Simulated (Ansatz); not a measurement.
Given this structure:

```cif
data_structure
_symmetry_space_group_name_H-M 'P 1'
_symmetry_Int_Tables_number 1
_cell_length_a 3.2430
_cell_length_b 3.2430
_cell_length_c 3.2430
_cell_angle_alpha 90.000
_cell_angle_beta 90.000
_cell_angle_gamma 90.000
_cell_volume 34.11
loop_
_atom_site_label
_atom_site_type_symbol
_atom_site_fract_x
_atom_site_fract_y
_atom_site_fract_z
_atom_site_occupancy
Au1 Au 0.00000 0.00000 0.00000 1
Au2 Au 0.50000 0.50000 0.50000 1
```

Describe what this structure looks like.

The element is gold. The symmetry is that of Im-3m (No. 229), on a body-centred cubic lattice. This arrangement goes by the name body-centred cubic (W type). The cell holds two atoms. Au bonds to eight Au in a cubic arrangement at 2.81 Å. The bonds build a three-dimensional framework.

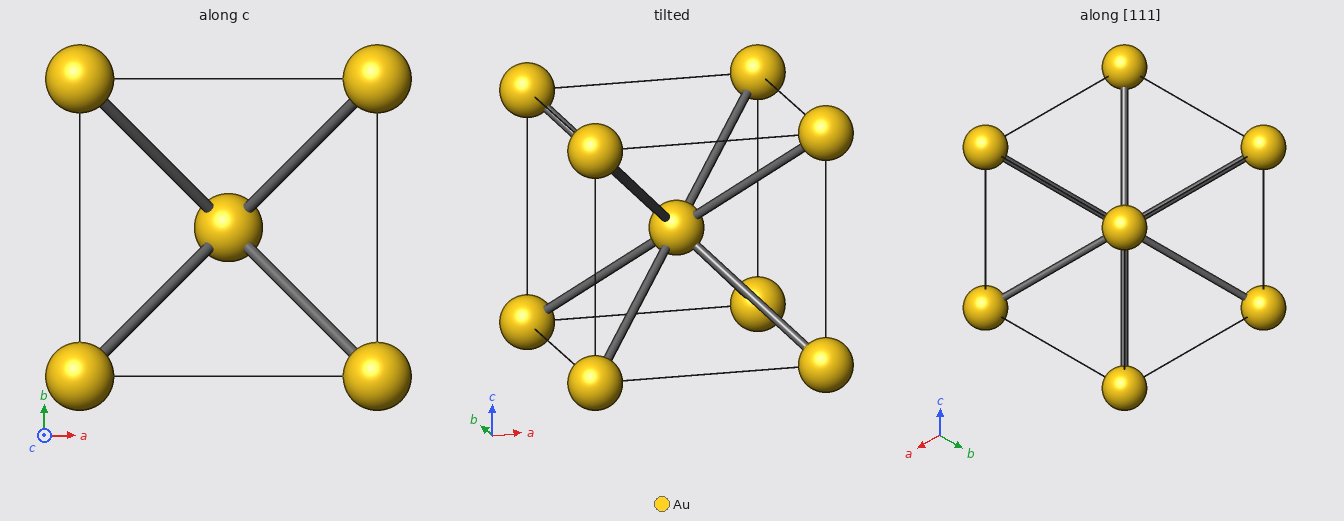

Ball-and-stick representation of a periodic structure, projected along the c axis, slightly off an axis and along [111]. The edges of the conventional unit cell are marked. Colours: gold yellow.

Provenance: a structure listed in the Materials Project. A relaxation with Ansatz, DFT PBEsol, scalar-relativistic, plane waves, PAW gave the geometry drawn.
